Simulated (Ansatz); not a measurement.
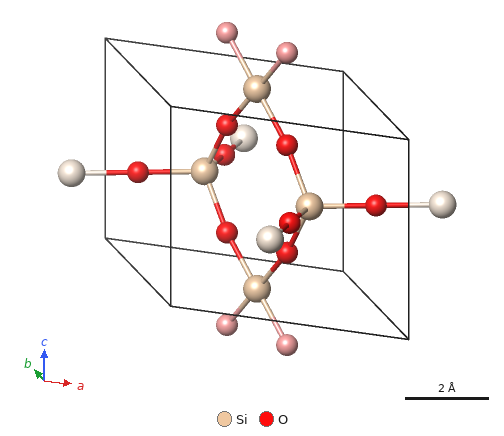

Crystal structure, ball-and-stick style, seen slightly off an axis. The edges of the simulation cell are marked. Neighbours across the faces are drawn wherever a bond reaches them, in fainter colours.

The run was set up as follows:
```yaml
crystal:
  lattice:
    - [2.6539780247, -6.0033466757, 0.0]
    - [2.6539780247, 6.0033466757, 0.0]
    - [0.0, 0.0, 5.0277139274]
  atoms:
    - { symbol: Si, position: [0.6729969661, 0.3270030339, 0.5] }
    - { symbol: Si, position: [0.3270030339, 0.6729969661, 0.5] }
    - { symbol: Si, position: [0.5, 0.5, 0.0] }
    - { symbol: O, position: [0.0, 0.5, 0.5] }
    - { symbol: O, position: [0.5, 0.0, 0.5] }
    - { symbol: O, position: [0.5989846851, 0.4010153149, 0.2312070826] }
    - { symbol: O, position: [0.5989846851, 0.4010153149, 0.7687929174] }
    - { symbol: O, position: [0.4010153149, 0.5989846851, 0.2312070826] }
    - { symbol: O, position: [0.4010153149, 0.5989846851, 0.7687929174] }
basis:
  ecutwfc: 420
kpoints:
  mp_grid: { grid: [6, 6, 6] }
  band_path:
    path:
      - [[0.0, 0.0, 0.0], [-0.5, 0.5, 0.0], [-0.29885936, 0.70114064, 0.0]]
      - [[0.29885936, 0.29885936, 0.0], [0.0, 0.0, 0.0], [0.0, 0.0, 0.5], [0.29885936, 0.29885936, 0.5]]
      - [[-0.29885936, 0.70114064, 0.5], [-0.5, 0.5, 0.5], [-0.5, 0.5, 0.0]]
      - [[0.0, 0.0, 0.0], [0.0, 0.5, 0.0], [0.0, 0.5, 0.5], [0.0, 0.0, 0.5], [-0.5, 0.5, 0.5]]
    npoints: 14
hamiltonian:
  xc: pbe
scf:
  occupations: { method: gaussian, width: 0.02 }
  n_extra_bands: 22
output:
  forces: true
  stress: true
  eigenvalues: true
  populations: true
  dos: { projected: true, de: 0.02, nscf_kmesh: { grid: [9, 9, 9] } }
  bader: true
  write_density: true
  write_potential: true
  elf: true
  volumetric_format: npy
```
Run as:
```sh
ansatz run input.yaml --threads 1 --pin off --max-ram 2560MiB --backend cpu --events-out ev --progress --plain --runs-dir out
```

Theory: DFT PBE, scalar-relativistic, plane waves, PAW (Ansatz 0.2.0). Numerical settings: plane-wave cutoff 420 eV, the zone sampled with 6×6×6 points, Gaussian smearing of 0.02 eV, no spin polarisation.

**What does a Bader analysis give?**

Si +3.22 to +3.31 e; O -1.64 e. The transfer is large, as in an ionic solid.

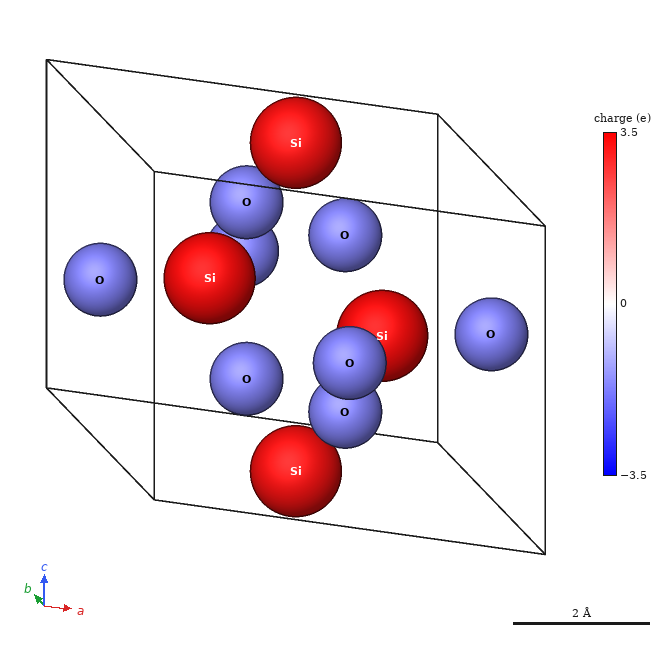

The atoms coloured by those charges.

Origin of the cell: a structure type filled with these elements by a generator (whether the compound takes this form wasn't checked). Earlier steps of the study may have refined or changed the cell and positions. Ansatz was used for an electronic-structure calculation on it.
